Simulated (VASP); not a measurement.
**Run report: PtS2, band-structure calculation**

System: PtS2 (P-3m1, 3 atoms in the cell).
Method: DFT, PBEsol, plane waves, PAW (VASP 6.6.1).

The structure was built on a prototype by a generator. The geometry comes from this level: r2scan-rvv10.

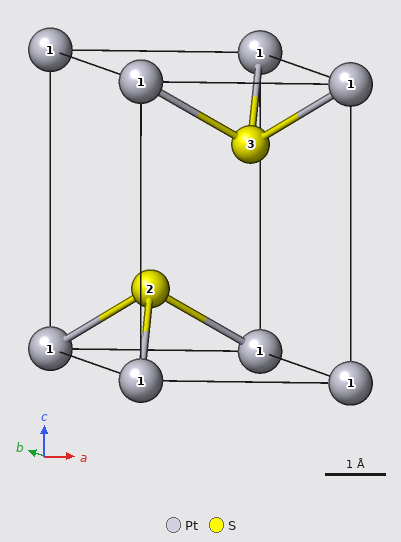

Figure 1. The structure (ball-and-stick view of the cell of the calculation, seen slightly off an axis; atoms are numbered from 1 in the order of the input). Near neighbours in the crystal (not all of them lie inside the picture): Pt has 6 S at 2.39 Å; S has 3 Pt at 2.39 Å.

**INCAR**
```
ENCUT = 520.000000
SIGMA = 0.010000
EDIFF = 1.00e-07
GGA = PS
PREC = Accurate
IBRION = -1
ISIF = 2
ISMEAR = 0
NBANDS = 18
NELM = 120
NSW = 0
LASPH = .TRUE.
LCHARG = .TRUE.
LELF = .TRUE.
LWAVE = .FALSE.
LREAL = .FALSE.
```

**KPOINTS**
```
KPOINTS created by Atomic Simulation Environment
0
Gamma
12 12 6
0 0 0
```

**KPOINTS_OPT**
```
special points
8
Reciprocal
0.0000000000 0.0000000000 0.0000000000 1
0.5000000000 0.0000000000 0.0000000000 1
0.3333333333 0.3333333333 0.0000000000 1
0.0000000000 0.0000000000 0.5000000000 1
0.5000000000 0.0000000000 0.5000000000 1
0.3333333333 0.3333333333 0.5000000000 1
0.0000000000 0.1666666667 0.1666666667 1
0.0000000000 0.2500000000 0.3333333333 1
```

**POSCAR**
```
Pt S
 1.0000000000000000
     3.5526415791220347    0.0000000000286172   -0.0000000000000000
    -1.7763207895858004    3.0766778580462373    0.0000000000000000
    -0.0000000000000000    0.0000000000000000    5.1227110718046962
 Pt  S
   1   2
Cartesian
 -0.0000000000000000 -0.0000000000000000  0.0000000000000000
 -0.0000000000165222  2.0511185720403642  1.2256597290667541
  1.7763207895527557  1.0255592860344904  3.8970513427379432
```

Run on 1 CPU thread, shared host.

Command:
```bash
mpirun -np 1 vasp_std
```

**OSZICAR**
```
N       E                     dE             d eps       ncg     rms          rms(c)
DAV:   1     0.109772819304E+03    0.10977E+03   -0.10314E+04  3640   0.109E+03
DAV:   2    -0.128000015910E+02   -0.12257E+03   -0.11860E+03  4386   0.219E+02
DAV:   3    -0.182859142054E+02   -0.54859E+01   -0.54441E+01  4552   0.467E+01
DAV:   4    -0.183441242252E+02   -0.58210E-01   -0.58176E-01  4660   0.532E+00
DAV:   5    -0.183450184731E+02   -0.89425E-03   -0.89418E-03  4564   0.649E-01    0.181E+01
DAV:   6    -0.172641740307E+02    0.10808E+01   -0.60686E+00  3746   0.240E+01    0.116E+01
DAV:   7    -0.170168440462E+02    0.24733E+00   -0.11570E+00  3718   0.109E+01    0.555E+00
DAV:   8    -0.169915069645E+02    0.25337E-01   -0.72235E-02  3970   0.184E+00    0.114E+00
DAV:   9    -0.169877714722E+02    0.37355E-02   -0.85766E-03  4166   0.935E-01    0.251E-01
DAV:  10    -0.169878571659E+02   -0.85694E-04   -0.15700E-03  4258   0.249E-01    0.831E-02
DAV:  11    -0.169878734562E+02   -0.16290E-04   -0.60146E-05  4736   0.661E-02    0.470E-02
DAV:  12    -0.169878732089E+02    0.24736E-06   -0.67317E-06  4162   0.240E-02    0.141E-02
DAV:  13    -0.169878737416E+02   -0.53276E-06   -0.16721E-06  4390   0.906E-03    0.373E-03
DAV:  14    -0.169878737985E+02   -0.56812E-07   -0.95133E-08  3266   0.243E-03
   1 F= -.16987874E+02 E0= -.16987874E+02  d E =-.884506E-41
       N       E                     dE             ncg
DAV:   1     0.465870313994E+04   -0.30232E+04      296
DAV:   2     0.368413263482E+04   -0.97457E+03      344
DAV:   3     0.364485300760E+04   -0.39280E+02      370
DAV:   4     0.364446919093E+04   -0.38382E+00      344
DAV:   5     0.364446146764E+04   -0.77233E-02      376
DAV:   6     0.364446124401E+04   -0.22363E-03      368
DAV:   7     0.364446123606E+04   -0.79496E-05      372
DAV:   8     0.364446123574E+04   -0.31592E-06      360
DAV:   9     0.364446123573E+04   -0.10744E-07      250
```

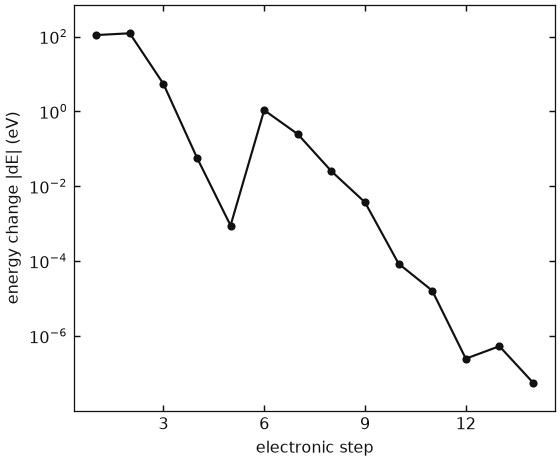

Figure 2. Convergence of the self-consistent field: energy change |dE| against the electronic step. It takes 14 electronic steps. The density is held fixed in the first few steps, and dE rises again when its update begins.

**Parts of OUTCAR**
```
k-points           NKPTS =    100   k-points in BZ     NKDIM =    100   number of bands    NBANDS=     18

   NELECT =      22.0000    total number of electrons

   dimension x,y,z NGX =    28 NGY =   28 NGZ =   40
   dimension x,y,z NGXF=    56 NGYF=   56 NGZF=   80

  energy-cutoff  :      520.00
  volume of cell :       55.99
      direct lattice vectors                 reciprocal lattice vectors
     3.552641579  0.000000000  0.000000000     0.281480689  0.162512952  0.000000000
    -1.776320790  3.076677858  0.000000000    -0.000000000  0.325025903  0.000000000
     0.000000000  0.000000000  5.122711072     0.000000000  0.000000000  0.195209136

 k-points in reciprocal lattice and weights: KPOINTS created by Atomic Simulation Env
   0.00000000  0.00000000  0.00000000       0.001
   0.08333333 -0.00000000  0.00000000       0.007
   0.16666667  0.00000000  0.00000000       0.007
   0.25000000 -0.00000000  0.00000000       0.007
   0.33333333  0.00000000  0.00000000       0.007
   0.41666667  0.00000000  0.00000000       0.007
   0.50000000 -0.00000000  0.00000000       0.003
   0.08333333  0.08333333  0.00000000       0.007
   0.16666667  0.08333333  0.00000000       0.014
   0.25000000  0.08333333  0.00000000       0.014
   0.33333333  0.08333333  0.00000000       0.014
   0.41666667  0.08333333  0.00000000       0.014
   0.16666667  0.16666667  0.00000000       0.007
   0.25000000  0.16666667  0.00000000       0.014
   0.33333333  0.16666667  0.00000000       0.014
   0.41666667  0.16666667  0.00000000       0.007
   0.25000000  0.25000000  0.00000000       0.007
   0.33333333  0.25000000  0.00000000       0.014
   0.33333333  0.33333333  0.00000000       0.002
   0.00000000  0.00000000  0.16666667       0.002
   0.08333333 -0.00000000  0.16666667       0.007
  -0.00000000  0.08333333  0.16666667       0.007
   0.16666667  0.00000000  0.16666667       0.007
  -0.00000000  0.16666667  0.16666667       0.007
   0.25000000 -0.00000000  0.16666667       0.007
   0.00000000  0.25000000  0.16666667       0.007
   0.33333333  0.00000000  0.16666667       0.007
   0.00000000  0.33333333  0.16666667       0.007
   0.41666667  0.00000000  0.16666667       0.007
   0.00000000  0.41666667  0.16666667       0.007
   0.50000000 -0.00000000  0.16666667       0.007
   0.08333333  0.08333333  0.16666667       0.014
   0.16666667  0.08333333  0.16666667       0.014
  -0.08333333  0.25000000  0.16666667       0.014
   0.25000000  0.08333333  0.16666667       0.014
  -0.08333333  0.33333333  0.16666667       0.014
   0.33333333  0.08333333  0.16666667       0.014
  -0.08333333  0.41666667  0.16666667       0.014
   0.41666667  0.08333333  0.16666667       0.014
  -0.08333333  0.50000000  0.16666667       0.014
   0.16666667  0.16666667  0.16666667       0.014
   0.25000000  0.16666667  0.16666667       0.014
  -0.16666667  0.41666667  0.16666667       0.014
   0.33333333  0.16666667  0.16666667       0.014
  -0.16666667  0.50000000  0.16666667       0.014
   0.41666667  0.16666667  0.16666667       0.014
   0.25000000  0.25000000  0.16666667       0.014
   0.33333333  0.25000000  0.16666667       0.014
  -0.25000000 -0.41666667  0.16666667       0.014
   0.33333333  0.33333333  0.16666667       0.005
   0.00000000  0.00000000  0.33333333       0.002
   0.08333333 -0.00000000  0.33333333       0.007
  -0.00000000  0.08333333  0.33333333       0.007
   0.16666667  0.00000000  0.33333333       0.007
  -0.00000000  0.16666667  0.33333333       0.007
   0.25000000 -0.00000000  0.33333333       0.007
   0.00000000  0.25000000  0.33333333       0.007
   0.33333333  0.00000000  0.33333333       0.007
   0.00000000  0.33333333  0.33333333       0.007
   0.41666667  0.00000000  0.33333333       0.007
   0.00000000  0.41666667  0.33333333       0.007
   0.50000000 -0.00000000  0.33333333       0.007
   0.08333333  0.08333333  0.33333333       0.014
   0.16666667  0.08333333  0.33333333       0.014
  -0.08333333  0.25000000  0.33333333       0.014
   0.25000000  0.08333333  0.33333333       0.014
  -0.08333333  0.33333333  0.33333333       0.014
   0.33333333  0.08333333  0.33333333       0.014
  -0.08333333  0.41666667  0.33333333       0.014
   0.41666667  0.08333333  0.33333333       0.014
  -0.08333333  0.50000000  0.33333333       0.014
   0.16666667  0.16666667  0.33333333       0.014
   0.25000000  0.16666667  0.33333333       0.014
  -0.16666667  0.41666667  0.33333333       0.014
   0.33333333  0.16666667  0.33333333       0.014
  -0.16666667  0.50000000  0.33333333       0.014
   0.41666667  0.16666667  0.33333333       0.014
   0.25000000  0.25000000  0.33333333       0.014
   0.33333333  0.25000000  0.33333333       0.014
  -0.25000000 -0.41666667  0.33333333       0.014
   0.33333333  0.33333333  0.33333333       0.005
   0.00000000  0.00000000  0.50000000       0.001
   0.08333333 -0.00000000  0.50000000       0.007
   0.16666667  0.00000000  0.50000000       0.007
   0.25000000 -0.00000000  0.50000000       0.007
   0.33333333  0.00000000  0.50000000       0.007
   0.41666667  0.00000000  0.50000000       0.007
   0.50000000 -0.00000000  0.50000000       0.003
   0.08333333  0.08333333  0.50000000       0.007
   0.16666667  0.08333333  0.50000000       0.014
   0.25000000  0.08333333  0.50000000       0.014
   0.33333333  0.08333333  0.50000000       0.014
   0.41666667  0.08333333  0.50000000       0.014
   0.16666667  0.16666667  0.50000000       0.007
   0.25000000  0.16666667  0.50000000       0.014
   0.33333333  0.16666667  0.50000000       0.014
   0.41666667  0.16666667  0.50000000       0.007
   0.25000000  0.25000000  0.50000000       0.007
   0.33333333  0.25000000  0.50000000       0.014
   0.33333333  0.33333333  0.50000000       0.002

 E-fermi :   6.4683

 k-point     1 :       0.0000    0.0000    0.0000
  band No.  band energies     occupation
      1      -8.7903      2.00000
      2      -5.9383      2.00000
      3      -0.4899      2.00000
      4      -0.1381      2.00000
      5      -0.1381      2.00000
      6       2.6177      2.00000
      7       2.6177      2.00000
      8       4.3647      2.00000
      9       5.3328      2.00000
     10       5.3328      2.00000
     11       6.3459      2.00000
     12       8.4725      0.00000
     13       8.4725      0.00000
     14      10.9838      0.00000
     15      11.6253      0.00000
     16      14.3613      0.00000
     17      14.3613      0.00000
     18      18.6574      0.00000

 k-point     2 :       0.0833   -0.0000    0.0000
  band No.  band energies     occupation
      1      -8.7015      2.00000
      2      -5.9789      2.00000
      3      -0.3961      2.00000
      4      -0.0815      2.00000
      5      -0.0812      2.00000
      6       2.4860      2.00000
      7       2.5479      2.00000
      8       4.1499      2.00000
      9       5.2451      2.00000
     10       5.3418      2.00000
     11       6.3318      2.00000
     12       8.1588      0.00000
     13       8.4183      0.00000
     14      11.4882      0.00000
     15      11.9989      0.00000
     16      14.1275      0.00000
     17      14.6437      0.00000
     18      17.6804      0.00000

 k-point     3 :       0.1667    0.0000    0.0000
  band No.  band energies     occupation
      1      -8.4446      2.00000
      2      -6.0886      2.00000
      3      -0.1457      2.00000
      4       0.0718      2.00000
      5       0.1036      2.00000
      6       2.0399      2.00000
      7       2.4020      2.00000
      8       3.6925      2.00000
      9       5.0883      2.00000
     10       5.2722      2.00000
     11       6.0593      2.00000
     12       7.8648      0.00000
     13       8.3644      0.00000
     14      12.1685      0.00000
     15      12.8010      0.00000
     16      14.0347      0.00000
     17      15.3286      0.00000
     18      16.2282      0.00000

 k-point     4 :       0.2500   -0.0000    0.0000
  band No.  band energies     occupation
      1      -8.0510      2.00000
      2      -6.2378      2.00000
      3       0.0920      2.00000
      4       0.2693      2.00000
      5       0.5042      2.00000
      6       1.3198      2.00000
      7       2.3151      2.00000
      8       3.3571      2.00000
      9       4.8297      2.00000
     10       4.9855      2.00000
     11       5.4481      2.00000
     12       7.9047      0.00000
     13       8.4564      0.00000
     14      11.9333      0.00000
     15      13.6290      0.00000
     16      14.7134      0.00000
     17      15.2703      0.00000
     18      15.6022      0.00000

 k-point     5 :       0.3333    0.0000    0.0000
  band No.  band energies     occupation
      1      -7.5821      2.00000
      2      -6.3963      2.00000
      3      -0.0804      2.00000
      4       0.4289      2.00000
      5       0.9041      2.00000
      6       1.1378      2.00000
      7       2.4174      2.00000
      8       3.1743      2.00000
      9       4.3182      2.00000
     10       4.4922      2.00000
     11       4.8636      2.00000
     12       7.9286      0.00000
     13       8.6618      0.00000
     14      11.6566      0.00000
     15      13.4927      0.00000
     16      14.6897      0.00000
     17      15.0879      0.00000
     18      15.7720      0.00000

 [... the levels of 94 k-points are left out ...]

 k-point   100 :       0.3333    0.3333    0.5000
  band No.  band energies     occupation
      1      -6.6353      2.00000
      2      -6.6353      2.00000
      3       0.1108      2.00000
      4       0.1108      2.00000
      5       0.2300      2.00000
      6       2.0899      2.00000
      7       2.0899      2.00000
      8       2.6849      2.00000
      9       3.0497      2.00000
     10       4.4952      2.00000
     11       4.4952      2.00000
     12       8.4378      0.00000
     13       8.4378      0.00000
     14      13.3201      0.00000
     15      14.1439      0.00000
     16      14.1439      0.00000
     17      14.2244      0.00000
     18      16.8808      0.00000

  Total       -0.4936249     -0.4936249     -0.7519248     -0.0000000     -0.0000000      0.0000000
  in kB      -14.1245421    -14.1245421    -21.5155134     -0.0000000     -0.0000000      0.0000000
  external PRESSURE =     -16.5881992 kB  Pullay stress =       0.0000000 kB

 POSITION                                       TOTAL-FORCE (eV/Angst)
 -----------------------------------------------------------------------------------
      0.00000      0.00000      0.00000         0.000000      0.000000      0.000000
     -0.00000      2.05112      1.22566         0.000000     -0.000000     -0.231286
      1.77632      1.02556      3.89705        -0.000000      0.000000      0.231286
 -----------------------------------------------------------------------------------
    total drift:                               -0.000000      0.000000     -0.000000

  FREE ENERGIE OF THE ION-ELECTRON SYSTEM (eV)
  ---------------------------------------------------
  free  energy   TOTEN  =       -16.9878737985 eV

  energy  without entropy=      -16.9878737985  energy(sigma->0) =      -16.98787380
```

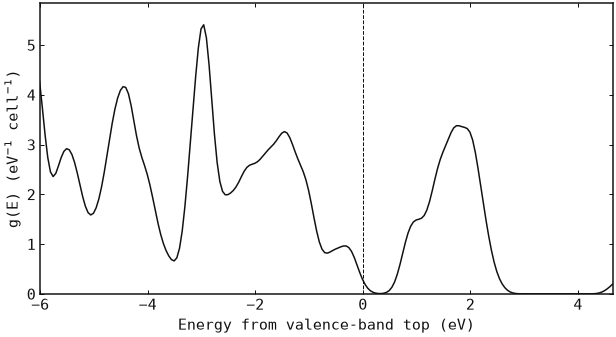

Figure 3. Density of states (the curve is built from the levels of the k mesh with Gaussians 0.3 eV wide, which also blur the band edges), with energies from the valence-band top. There is a gap of 0.64 eV on the k-point mesh. Small ripples come from the finite k-point mesh.

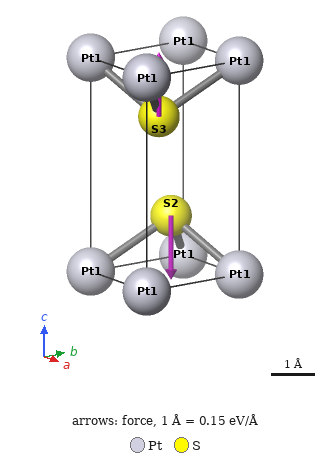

Figure 4. Forces on the atoms as pink arrows (ball-and-stick view of the cell of the calculation, seen slightly off an axis; atoms are numbered from 1 in the order of the input). The largest act on S2, S3 (0.23 eV/Å). The geometry is not a stationary point of this energy.

**Results in brief**

```tsv
quantity	value
outcome	converged
space group (tolerance 0.01 Å)	P-3m1 (164)
electrons treated	22
free energy	−16.9879 eV
Fermi energy	6.468 eV
band gap	0.64 eV
pressure	−1.66 GPa
largest force (length of the vector)	0.231 eV/Å
wall time	38 s
peak memory	0.3 GiB
```

**Notes**

Spin–orbit coupling is left out, which matters for Pt.
